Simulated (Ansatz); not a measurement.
A structure file:

```
Br
1.0
     2.60966    0.00000    0.00000
     0.00000    3.27783    0.00000
     0.00000    0.00000    7.04372
Br
2
Direct
  0.00000 0.00000 0.00000
  0.50000 0.50000 0.50000
```

Q: Interpret the file: composition, symmetry and coordination.

A: The element is bromine. The lattice is body-centred orthorhombic and the space group Immm (No. 71). The cell holds two atoms. Br bonds to two Br in a linear arrangement at 2.61 Å. The bonds build Br chains along [100].

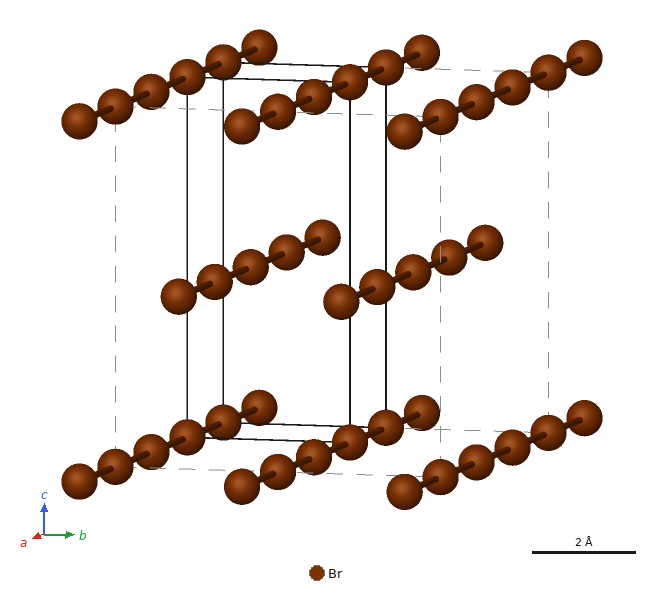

Drawn in the ball-and-stick manner and seen slightly off an axis. The drawing covers 3×2×1 cells, and the solid lines enclose one conventional unit cell. Bonds that leave the box are completed with the atoms at their other ends. Colours: bromine brown.

Source of the structure: a structure listed in the Materials Project. Relaxation method: DFT PBE+D3(BJ), scalar-relativistic, plane waves, PAW in Ansatz.
